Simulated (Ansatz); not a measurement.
The Ansatz input:

```
crystal:
  lattice:
    - [2.5666581864, 0.0, 0.0]
    - [-1.2833290932, 2.2227911922, 0.0]
    - [0.0, 0.0, 25.4783381679]
  atoms:
    - { symbol: Cu, position: [0.6666666667, 0.3333333333, 0.2943677076] }
    - { symbol: Cu, position: [0.3333333333, 0.6666666667, 0.3766206246] }
    - { symbol: Cu, position: [0.0, 0.0, 0.4588735415] }
    - { symbol: Cu, position: [0.6666666667, 0.3333333333, 0.5411264585] }
    - { symbol: Cu, position: [0.3333333333, 0.6666666667, 0.6233793754] }
    - { symbol: Cu, position: [0.0, 0.0, 0.7056322924] }
basis:
  ecutwfc: 420
kpoints:
  mp_grid: { grid: [15, 15, 1] }
hamiltonian:
  xc: pbe
scf:
  occupations: { method: gaussian, width: 0.1 }
output:
  forces: true
  stress: true
  eigenvalues: true
  write_density: true
  write_potential: true
  elf: true
  volumetric_format: npy
efield:
  axis: 3
  dipole_correction: true
  ramp_width: 0.04
```

Run as:
```bash
ansatz run input.yaml --threads 4 --pin off --max-ram 8192MiB --backend cpu --events-out ev --progress --plain --runs-dir out
```

What does the potential across the slab give for the work function?

The work function is 4.81 eV, the same on both faces. The two vacuum levels agree, so the slab has no net dipole along its normal. The outermost atoms are 10.5 Å apart, which leaves 15.0 Å of vacuum in a cell 25.5 Å high.

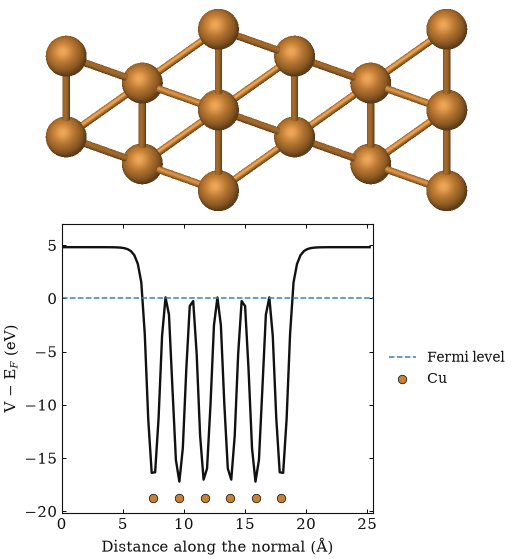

Plane-averaged electrostatic potential energy of an electron across the slab; circles at the bottom mark the heights of the atoms. The structure is drawn too.
